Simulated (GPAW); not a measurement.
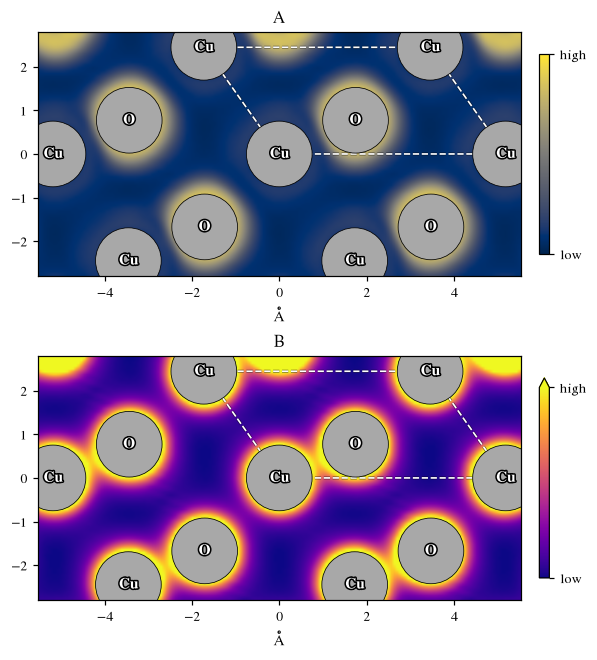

CuO: 2 fields on the (010) plane of the conventional cell, with unlabelled colour scales. Grey discs cover the atomic cores.

Space group Cm; a structure from a database of computed crystals, not necessarily the ambient phase; not relaxed (largest force 1.1 eV/Å); computed pressure about 21 GPa in this cell.

The calculation used Kohn-Sham DFT of a periodic cell, PBE, GPAW PAW data sets (gpaw-data 1.2.1) in GPAW.

The panels show electron localisation function and valence pseudo-density in some order. Assign them.

Answer. Panel A: electron localisation function. Panel B: valence pseudo-density. From the grid: Cu–O (1.91 Å): the density is about 0.7 e/Å³ at the midpoint; the ELF peaks at about 0.85 in the valence shell of O, 0.6 Å from its nucleus, and is about 0.20 at the midpoint; no localised pair shows between them.
